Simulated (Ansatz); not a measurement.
# Where Ta_Al puts its levels in the gap of AlN (P6_3mc), part 2 of 2

Aim: at which Fermi levels does Ta_Al in AlN (P6_3mc) change its charge? The model is a cell of 72 host atoms with 1 Al taken out and 1 Ta put in.

Ansatz; place-levels on r2SCAN runs: charge-transition levels and formation energies with image-charge correction and potential alignment at the atomic sites; PAW set soft_1.

So far: Set-up; Charge states.

## 3. place-levels, r2SCAN

A charged cell interacts with its images and the background, and its potential has another zero than the host's. place-levels removes the first by a point-charge model, screened by the static dielectric constant since the ions have relaxed around the charge, and the second by comparing potentials at atoms far from the defect.

The host is a run of the defect-free crystal in the same cutoffs, grids and k-points, so that basis and sampling errors cancel in part in the differences. The host is run in a cell of 8 atoms on a matching mesh. Its band edges are searched through the zone by a band path, so the gap is smaller than, or equal to, that on the mesh. Chemical potentials are energies per atom of Al (fcc) and Ta (bcc), run with the same functional and cutoff.

Contents of levels.point.yaml:

```yaml
host:
  run: host.point.run
states: [qm1_M1.point.run, q0.point.run, qp1_M1.point.run, qp2.point.run, q0_M2.point.run]
geometry_from:
  qm1_M1.point.run: qm1_M1.relax.run
  q0.point.run: q0.relax.run
  qp1_M1.point.run: qp1_M1.relax.run
  qp2.point.run: qp2.relax.run
  q0_M2.point.run: q0_M2.relax.run
  host.point.run: host.relax.run
chemical_potentials:
  Al:
    energy: -540.418346
    dataset: <sha256 of the dataset>
  Ta:
    energy: -9945.170238
    dataset: "<sha256 of the dataset>"
epsilon: [4.49, 4.49, 4.72]
static_epsilon: [8.15, 8.15, 9.65]
vertical:
  - { from: qm1_M1.point.run, to: qm1_M1.point_neutral.run }
  - { from: qp1_M1.point.run, to: qp1_M1.point_neutral.run }
  - { from: qp2.point.run, to: qp2.point_neutral.run }
```

On the command line:

```sh
ansatz place-levels levels.point.yaml -- --threads 4 --pin off --max-ram 7536MiB
```

Output:

```text
[... repeated set-up lines and file paths are left out, and long positions are rounded to six places ...]
(+2/+1) 2.860 eV above the valence edge, 2.018 eV under the conduction edge
(+1/0) 3.537 eV above the valence edge, 1.341 eV under the conduction edge
(0/-1) 4.817 eV above the valence edge, 0.061 eV under the conduction edge
formation energy of charge +2: -1.634 eV with the Fermi level at the valence edge
formation energy of charge +1: +1.227 eV with the Fermi level at the valence edge
formation energy of charge 0: +4.763 eV with the Fermi level at the valence edge
formation energy of charge -1: +9.580 eV with the Fermi level at the valence edge
vertical -1 to 0: no energy, since no alignment is typed
  the change from vertical[0].from (qm1_M1.point.run) to vertical[0].to (qm1_M1.point_neutral.run): by its potential at epsilon [4.49, 4.49, 4.72] it stands at 0.404 0.471 0.451, with an rms radius of about 1.6 Å (1.2 0.9 0.6 Å across the planes of the cell's [...]
vertical +1 to 0: no energy, since no alignment is typed
  the change from vertical[1].from (qp1_M1.point.run) to vertical[1].to (qp1_M1.point_neutral.run): by its potential at epsilon [4.49, 4.49, 4.72] it stands at 0.473 0.535 0.507, with an rms radius of about 2.2 Å (1.3 1.2 1.3 Å across the planes of the cell's [...]
vertical +2 to 0: no energy, since no alignment is typed
  the change from vertical[2].from (qp2.point.run) to vertical[2].to (qp2.point_neutral.run): by its potential at epsilon [4.49, 4.49, 4.72] it stands at 0.467 0.533 0.519, with an rms radius of about 2.3 Å (1.3 1.3 1.4 Å across the planes of the cell's [...]
  edges by r2scan, gap 4.878 eV; the host is sampled to repeats of 18.64 Å
  the defect's cells are sampled to repeats of 18.64 Å, like sampling
  charge +2: -42845.7337 eV with its correction of +1.661 eV, at epsilon [8.15, 8.15, 9.65], aligned at sites: +0.3047 eV, mean over 33 atomic sites at or beyond 4.66 Å from the host's site at [0.4444, 0.5556, 0.4997] by the defect at [0.4444, 0.5556, [...]
  charge +1: -42835.9554 eV with its correction of +0.575 eV, at epsilon [8.15, 8.15, 9.65], aligned at sites: +0.3124 eV, mean over 33 atomic sites at or beyond 4.66 Å from the host's site at [0.4444, 0.5556, 0.4997] by the defect at [0.4444, 0.5556, [...]
  charge 0: +0.000 eV for its dipole among its images, +0.000 omitted
  charge -1: -42813.7652 eV with its correction of -0.081 eV, at epsilon [8.15, 8.15, 9.65], aligned at sites: +0.3440 eV, mean over 33 atomic sites at or beyond 4.66 Å from the host's site at [0.4444, 0.5556, 0.4997] by the defect at [0.4444, 0.5556, [...]
  charge 0: states[1] (q0.point.run) stands 0.503 eV higher, with a moment of 0.00 μB against 2.00
  of states[3] (qp2.point.run): it parts from the run that its charge is read beside by 2 carriers, of which the mean alone is read, by its potential at epsilon [4.49, 4.49, 4.72], taken for that of held ions (one typed too small widens it): that is narrow, [...]
  of states[2] (qp1_M1.point.run): its displacements don't fall off away from the defect: farther atoms stand 0.011 Å off the host's places. [...]
  of states[4] (q0_M2.point.run): its displacements don't fall off away from the defect: farther atoms stand 0.012 Å off the host's places. [...]
  of states[0] (qm1_M1.point.run): its displacements don't fall off away from the defect: farther atoms stand 0.016 Å off the host's places. [...]
  of states[1] (q0.point.run): its displacements don't fall off away from the defect: farther atoms stand 0.016 Å off the host's places. [...]
  of vertical[0].from (qm1_M1.point.run): its displacements don't fall off away from the defect: farther atoms stand 0.016 Å off the host's places. [...]
  of vertical[0].to (qm1_M1.point_neutral.run): its displacements don't fall off away from the defect: farther atoms stand 0.016 Å off the host's places. [...]
  of vertical[1].from (qp1_M1.point.run): its displacements don't fall off away from the defect: farther atoms stand 0.011 Å off the host's places. [...]
  of vertical[1].to (qp1_M1.point_neutral.run): its displacements don't fall off away from the defect: farther atoms stand 0.011 Å off the host's places. [...]
  of vertical[2].from (qp2.point.run): its displacements don't fall off away from the defect: farther atoms stand 0.012 Å off the host's places. [...]
  vertical[2].to (qp2.point_neutral.run): levels filled in part (TS 0.012 eV): its energy is of no whole electron's
  of vertical[2].to (qp2.point_neutral.run): its displacements don't fall off away from the defect: farther atoms stand 0.012 Å off the host's places. [...]
```

It took 0.46 s on 4 threads of Arm Neoverse V2, shared host.

Levels between the charges placed, in eV above the valence top:

```csv
,gap (eV),(+2/+1),(+1/0),(0/−1)
r2SCAN,4.88,2.86,3.54,4.82
```

Corrections by state:

```csv
charge,moment (μB),image terms and alignment (eV),band filling (eV),ε used,"over the lowest of its charge, as the program ranks them, band filling apart (eV)"
+2,0.0,1.661,-,"principal values (8.15, 8.15, 9.65)",0.000
+1,1.0,0.575,-,"principal values (8.15, 8.15, 9.65)",0.000
0,2.0,0.000,-,-,0.000
−1,1.0,-0.081,-,"principal values (8.15, 8.15, 9.65)",0.000
0,0.0,0.000,-,-,0.503
```

The charged structures listed were also run neutral, and place-levels reads from each pair, by the potential or the spins, how wide the charge is by which they differ; that can be the carrier of either run.

```csv
charge,rms radius (Å),spread where it is widest against the cell (Å),wide from (Å),reading
+2,2.3,1.27,1.40,narrow
+1,2.2,1.30,1.40,narrow
−1,1.6,1.22,1.40,narrow
```

The neutral runs of these pairs need not share the spin of the lowest neutral state, and very wide values only mean spread over the cell.

From the program's caveats on the states, each cut to its opening words:

- charge +2: it parts from the run that its charge is read beside by 2 carriers, of which the mean alone is read, by its potential at epsilon [4.49, 4.49, 4.72], taken for [...]
- charge +2, 0 (2 μB): its displacements don't fall off away from the defect: farther atoms stand 0.012 Å off the host's places
- charge +1 (1 μB): its displacements don't fall off away from the defect: farther atoms stand 0.011 Å off the host's places
- charge +1 (1 μB), 0 (2 μB), −1 (1 μB): flagged: stability check not made
- charge −1 (1 μB), 0: its displacements don't fall off away from the defect: farther atoms stand 0.016 Å off the host's places

The host's formation energy from the elements is -1.627 eV per atom; it sets how far the chemical potentials can move.

Limit set by the element alone; other compounds of these elements are not counted. Chemical potentials from the elements' reference states: Al 0.00 eV, N -3.25 eV, Ta 0.00 eV. Formation energies (Al-rich), with the Fermi level at the valence top and at the conduction bottom (gap 4.88 eV):

```csv
charge,at valence top (eV),at conduction bottom (eV),correction included (eV)
+2,-1.63,8.12,1.66
+1,1.23,6.10,0.58
0,4.76,4.76,0.00
−1,9.58,4.70,-0.08
```

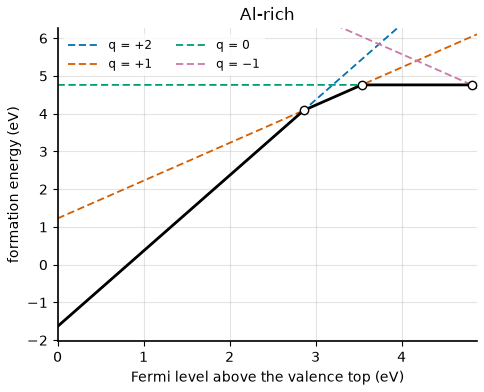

Formation energy against Fermi level; the thick line follows the lowest charge state and circles mark the transition levels.

Limit set by the element alone; other compounds of these elements are not counted. Chemical potentials from the elements' reference states: N 0.00 eV, Al -3.25 eV, Ta 0.00 eV. Formation energies (N-rich), with the Fermi level at the valence top and at the conduction bottom (gap 4.88 eV):

```csv
charge,at valence top (eV),at conduction bottom (eV),correction included (eV)
+2,-4.89,4.87,1.66
+1,-2.03,2.85,0.58
0,1.51,1.51,0.00
−1,6.33,1.45,-0.08
```

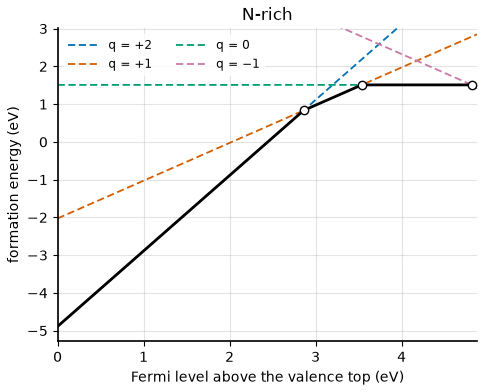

Formation energy against Fermi level; the thick line follows the lowest charge state and circles mark the transition levels.

The charge transition levels (eV, zero at the valence-band top of the host):

```csv
,conduction bottom,valence top
Ta_Al,4.88,0.00
```

```csv
,level,energy (eV)
Ta_Al,(+2/+1),2.86
Ta_Al,(+1/0),3.54
Ta_Al,(0/−1),4.82
```

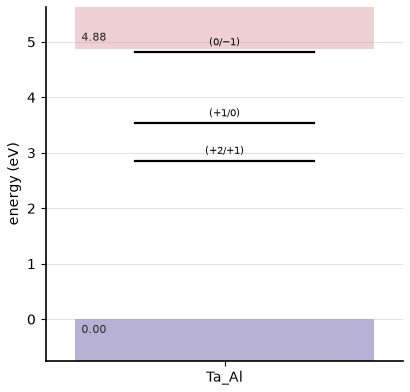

Charge transition levels. Shaded: valence and conduction bands.

## 4. Effect of the sampling

The relaxations' own energies give the levels at their sampling, for comparison.

Contents of levels.relax_mesh.yaml:

```yaml
host:
  run: host.relax.run
states: [qm1_M1.relax.run, q0.relax.run, qp1_M1.relax.run, qp2.relax.run, q0_M2.relax.run]
chemical_potentials:
  Al:
    energy: -540.418346
    dataset: <sha256 of the dataset>
  Ta:
    energy: -9945.170238
    dataset: "<sha256 of the dataset>"
```

On the command line:

```sh
ansatz place-levels levels.relax_mesh.yaml -- --threads 4 --pin off --max-ram 7536MiB
```

Output:

```text
(+2/+1) 2.865 eV above the valence edge, 2.020 eV under the conduction edge
(+1/0) 3.594 eV above the valence edge, 1.291 eV under the conduction edge
(0/-1) 4.821 eV above the valence edge, 0.064 eV under the conduction edge
formation energy of charge +2: -1.548 eV with the Fermi level at the valence edge
formation energy of charge +1: +1.317 eV with the Fermi level at the valence edge
formation energy of charge 0: +4.912 eV with the Fermi level at the valence edge
formation energy of charge -1: +9.733 eV with the Fermi level at the valence edge
  edges by r2scan, gap 4.886 eV; the host is sampled to repeats of 13.64 Å
[... the lines on each state left out ...]
```

The job ended after 0.16 s (4 threads).

Levels between neighbouring charges, in eV above the valence top:

```csv
,gap (eV),(+2/+1),(+1/0),(0/−1)
"one point at (¼, ¼, ¼)",4.89,2.87,3.59,4.82
a 2×2×2 shifted mesh,4.88,2.86,3.54,4.82
```

Going from one point at (¼, ¼, ¼) to a 2×2×2 shifted mesh moves the levels that carry no band-filling term by up to 0.06 eV and formation energies against the elements by up to 0.15 eV.

## 5. Summary of results

```yaml
gap_of_the_host: 4.88 eV (r2SCAN)
level_plus_2_plus_1: 2.86 eV above the valence top
level_plus_1_over_0: 3.54 eV above the valence top
level_0_minus_1: 4.82 eV above the valence top
lowest_of_the_charges_placed_just_above_the_valence_top_0p02_ev: +2
lowest_of_the_charges_placed_just_below_the_conduction_bottom_0p02_ev: −1
lowest_formation_energy_at_mid_gap_of_the_charges_run_al_rich: 3.24 eV
lowest_formation_energy_at_mid_gap_of_the_charges_run_n_rich: -0.01 eV
```

What this shows: Of the charges placed (−1, 0, +1 and +2), the lowest changes at 2.86 eV (+2/+1), 3.54 eV (+1/0) and 4.82 eV (0/−1) above the valence top, in a gap of 4.88 eV. (0/−1) lies nearer to a band edge than the share of the finite-size correction in it (0.08 eV), and that correction holds for a localised charge alone. (0/−1) lies 0.06 eV from a band edge, less than the doubt on such levels. Charges above +2 and below −1 were not placed, so these runs say nothing of levels that involve them. States placed: +2 at 0 μB; +1 at 1 μB; 0 at 2 μB and 0 μB; −1 at 1 μB. Other spin states or structures, where not listed, weren't placed. Corrections reach 1.7 eV, so the cell is small for these charges and their levels are rough. Ta is taken at its element; compounds, which aren't counted here, bound the chemical potentials and would shift these formation energies. Going from one point at (¼, ¼, ¼) to a 2×2×2 shifted mesh moves the levels that carry no band-filling term by up to 0.06 eV and formation energies against the elements by up to 0.15 eV. What this leaves open: r2SCAN makes the gap too small and tends to spread out bound carriers; where a gas molecule sets a chemical potential or the host's formation energy, its binding is uncorrected; spin–orbit coupling, which can matter with heavy atoms, is left out; force components of up to 0.16 eV/Å remain in a run at the final settings.

[Logs are printed without paths, hosts, clocks, repeated set-up lines and the standing remarks that a program may print on its own settings, such as how far it seeks lower states.]

[Hosts, paths, dates, database ids (printed as entryN), source tags and the programs' standing remarks are cut or masked in the printed files.]

[Where a table of states has a column of steps, it counts the stored structures, which are thinned; the runs took as many ionic steps or more.]

[A defect's name tells the site on which it was built; relaxed atoms can leave that site.]

[For some hosts the program warned that the k-mesh of the response run may be too coarse for force constants and the static dielectric constant; such warnings are not shown here.]
